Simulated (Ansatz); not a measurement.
System: rocksalt RbCl, space group Fm-3m (No. 225), 2 atoms in the primitive cell, in a cell relaxed beforehand; cubic a = 6.377 Å. Here equal engineering shears of ±0.5 % are applied in xy, yz and zx, and the atoms are carried along without relaxing. Level of theory: LDA, all-electron LAPW, no spin polarisation, no spin-orbit coupling, 6×6×6 k mesh; code Ansatz 0.2.0.

Unstrained, the conduction levels that are followed lie 4.85 eV (Γ), 5.75 eV (X) and 7.64 eV (L) above the valence top at Γ.

How will the band edges respond?

For each 1 % of strain: 0 meV at Γ, 0 meV at X, +3 meV at L [1−1−1]/[1−11]/[11−1] and −8 meV at L [111]. For the L levels, with εxy half the engineering shear γ, E[111] − E[others] = (8/3) Ξu εxy = (4/3) Ξu γ. The splitting is −11 meV for γ = 1 %, so Ξu = −0.8 eV. The threefold valence top splits at 19 meV for each 1 % of strain; at positive shear the single level lies below the pair.

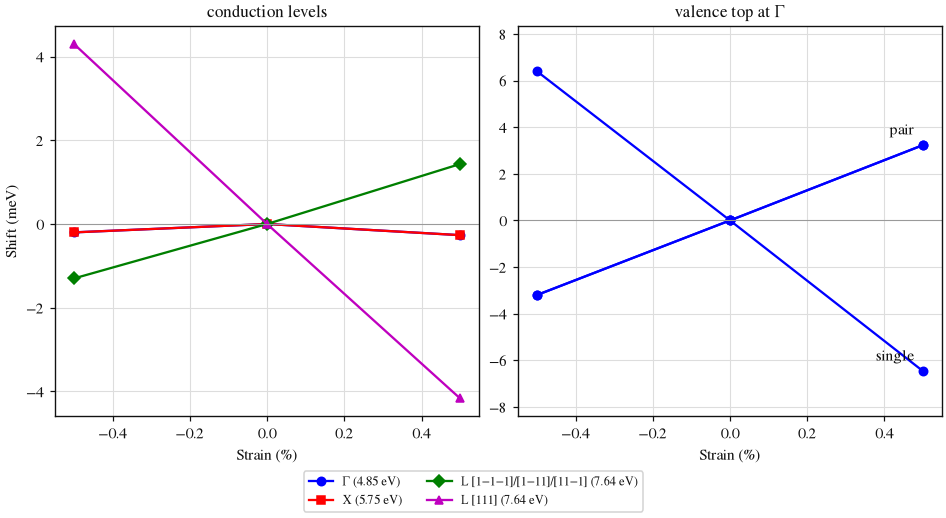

Shifts of the lowest conduction level at the points named, against the centre of the valence top at Γ (unstrained energies in the legend), and the splitting of that top about its centre. Directions are on the cubic axes.

LDA, GGA and most meta-GGA functionals understate gaps. Spin-orbit coupling, left out here, splits this threefold top even without strain.
